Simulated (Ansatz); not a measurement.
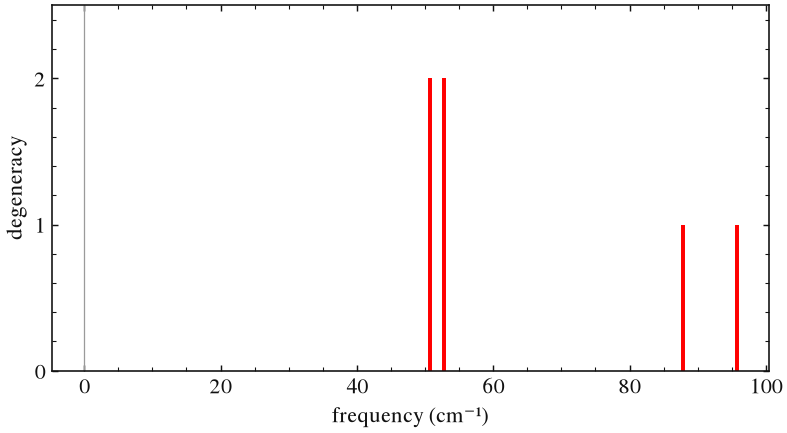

Plotted: zone-centre optical phonon frequencies (the three acoustic modes are left out) for Zn, space group R-3m (No. 166).

Structure:
```cif
data_structure
_symmetry_space_group_name_H-M 'P 1'
_symmetry_Int_Tables_number 1
_cell_length_a 2.6432
_cell_length_b 2.6432
_cell_length_c 7.9344
_cell_angle_alpha 99.610
_cell_angle_beta 99.610
_cell_angle_gamma 59.988
_cell_volume 47.10
loop_
_atom_site_label
_atom_site_type_symbol
_atom_site_fract_x
_atom_site_fract_y
_atom_site_fract_z
_atom_site_occupancy
Zn1 Zn 0.00000 0.00000 0.00000 1
Zn2 Zn 0.22184 0.22184 0.66530 1
Zn3 Zn 0.77816 0.77816 0.33470 1
```

Method: harmonic phonon frequencies at the zone centre with atoms at rest in the given cell, without the long-range term of polar modes, the three translations left out, imaginary frequencies are negative; plane waves with PAW datasets, Γ-centred k mesh (Ansatz 0.2.0). Level: PBE, no spin polarisation.

```json
{"setting": "wave cutoff", "value": "420 eV"}
{"setting": "k mesh", "value": "18×18×6"}
{"setting": "occupations", "value": "Fermi–Dirac"}
{"setting": "smearing width", "value": "0.15 eV"}
{"setting": "volume relative to the relaxed cell", "value": "1.02"}
{"setting": "phonon method", "value": "linear response"}
```

> Are there unstable modes?

No frequency is imaginary, so the structure is stable to these displacements (zone-boundary modes weren't tested here).

> Where does the highest mode lie?

The highest mode lies at 95.7 cm⁻¹.

> List the optical modes with their degeneracies.

50.7 (×2), 52.8 (×2), 87.9, 95.7 cm⁻¹.

Caveats: metal sensitive to the k mesh.
